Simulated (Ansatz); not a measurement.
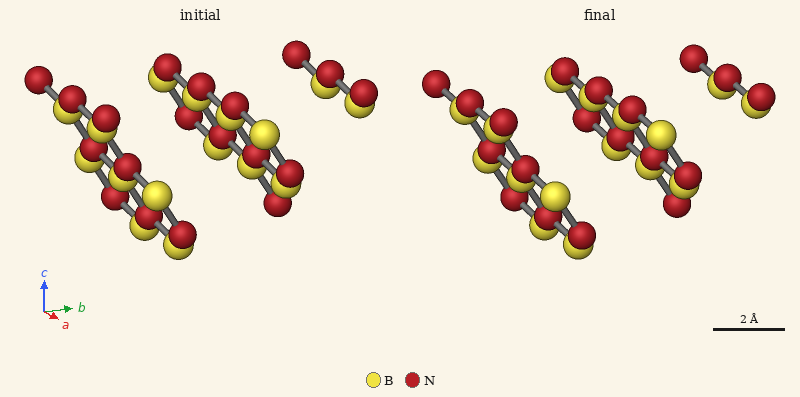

The structure of a slab of composition BN (cut from the Fmm2 phase) before (left) and after (right) a relaxation, at one scale.

The picture is a ball-and-stick view of the atoms within 5.0 Å of the atom that moves most (axes of the 3 × 2 repeat of the cell, outlined in the plane, without the vacuum), seen slightly off an axis.

Case: (0 1 1) slab, atoms relaxed. The slab is the (0 1 1) face of BN.

All numbers below come from DFT PBE+D3(BJ), scalar-relativistic, plane waves, PAW in Ansatz.

The input:
```yaml
crystal:
  lattice:
    - [2.5076849336, 0.0, 0.0]
    - [0.0, 3.9819559146, 0.0]
    - [0.0, 0.0, 24.7001380901]
  atoms:
    - { symbol: B, position: [0.5, 0.7032766568, 0.3036420271] }
    - { symbol: "N", position: [0.0, 0.6044970617, 0.328161862] }
    - { symbol: B, position: [0.0, 0.4066167239, 0.3772812493] }
    - { symbol: "N", position: [0.5, 0.3078371288, 0.4018010841] }
    - { symbol: B, position: [0.5, 0.109956791, 0.4509204715] }
    - { symbol: "N", position: [0.0, 0.0111771959, 0.4754403063] }
    - { symbol: B, position: [0.0, 0.8132968581, 0.5245596937] }
    - { symbol: "N", position: [0.5, 0.714517263, 0.5490795285] }
    - { symbol: B, position: [0.5, 0.5166369253, 0.5981989159] }
    - { symbol: "N", position: [0.0, 0.4178573301, 0.6227187507] }
    - { symbol: B, position: [0.0, 0.2199769924, 0.671838138] }
    - { symbol: "N", position: [0.5, 0.1211973972, 0.6963579729] }
basis:
  ecutwfc: 420
kpoints:
  mp_grid: { grid: [11, 7, 1] }
hamiltonian:
  xc: pbe
  dispersion: d3bj
scf:
  occupations: { method: gaussian, width: 0.05 }
output:
  forces: true
  eigenvalues: true
  write_density: true
  write_potential: true
  elf: true
  volumetric_format: npy
relax:
  adjacent_minimum: "off"
  f_tol: 0.02
  max_steps: 60
efield:
  axis: 3
  dipole_correction: true
  ramp_width: 0.04
```

Run as
```bash
ansatz run input.yaml --threads 1 --pin off --max-ram 2560MiB --backend cpu --events-out ev --progress --plain --runs-dir out
```

> What changed between the two?

N12 moves most relative to the layer's centre: 0.13 Å at 36° to the normal (−c side). Largest moves by element: N 0.13 Å, B 0.11 Å. The cell doesn't change. Near-neighbour distances that change, for instance: N10–B11 1.447 → 1.513 Å, B11–N12 1.447 → 1.400 Å, N8–B9 1.447 → 1.469 Å, B9–N10 1.447 → 1.432 Å. Among the angles between lasting bonds that change: B11–N12–B11 120.1° → 127.3°, N12–B11–N12 120.1° → 127.3°, N10–B11–N12 119.9° → 116.3°. The energy falls by 0.150 eV per cell of the calculation in 6 accepted moves (7 points after the start). The largest force component goes from 2.2 to 0.0085 eV/Å. The line search rejected the trial step at point 4 of the run. The run may lie on a higher electronic state than the lowest, so the end point isn't shown to be the ground-state structure.
